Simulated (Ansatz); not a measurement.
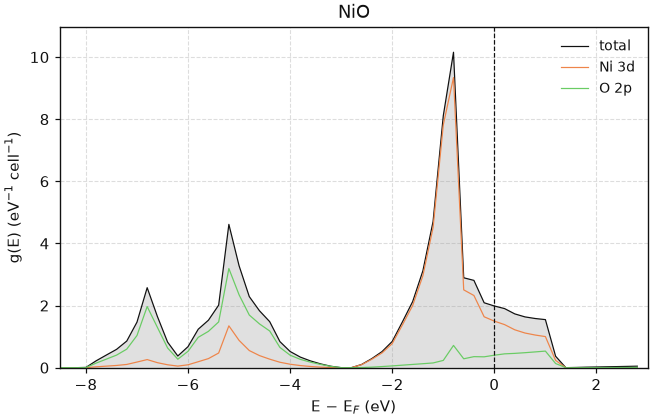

Density of states. Energies are counted from the Fermi level. The partial curves are projected on atomic shells.

Calculation on NiO, space group Fm-3m, 2 atoms in the cell.

Level of theory: DFT, PBE, all-electron LAPW, scalar-relativistic, no spin polarisation, 16×16×16 k mesh; code Ansatz.

> What is the density of states at the Fermi level?

It is a metal. The density of states at the Fermi level is about 2 per eV and cell (mean within 0.25 eV), or 1 per atom.

> Where is the tallest peak in the window, and which states make it?

The tallest peak in the window is at −0.8 eV; by projected weight it is Ni 3d almost alone.

The run has no spin polarisation, so a magnetic state may lie lower. The cell is at −8 GPa in this functional.
